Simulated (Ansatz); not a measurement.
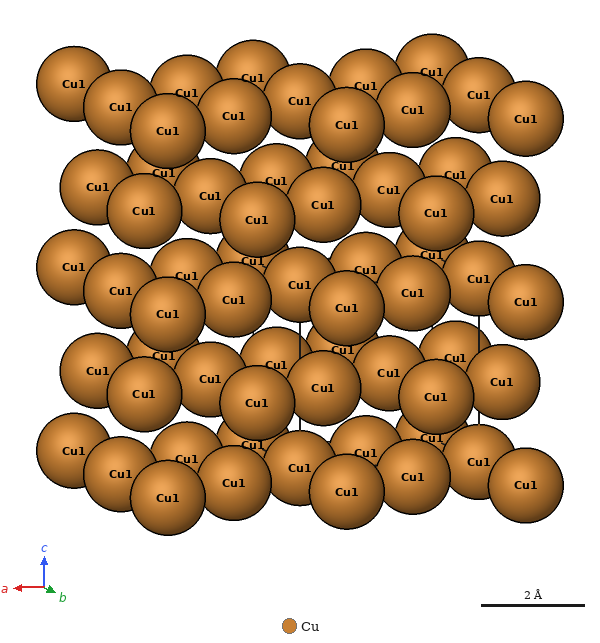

This is crystalline Cu (set up in Fm-3m). The picture is a spheres-only view of the conventional cell (4 times the calculation's cell), repeated 2 × 2 × 2 with one cell outlined, seen from a free direction. Lengths and directions refer to the drawn axes.

Theory: DFT, PBE, PAW with Ansatz's default frozen-core files, scalar-relativistic (Ansatz 0.2.0). (plane-wave cutoff 420 eV; k-point mesh 19 × 19 × 19; occupations fermi dirac; smearing width 0.08 eV; no spin polarisation)

The variant: All lengths are scaled by −0.3 % (volume −1.0 %), the atoms keeping their fractional coordinates. No relaxation follows.

Q: What is the effect?

A: Near-neighbour distances before and after: Cu–Cu 2.556 → 2.548 Å. The space group stays Fm-3m (No. 225). The energy rises by 1.8 meV per atom. The pressure goes from 1.7 to 3.3 GPa. All forces vanish by symmetry.
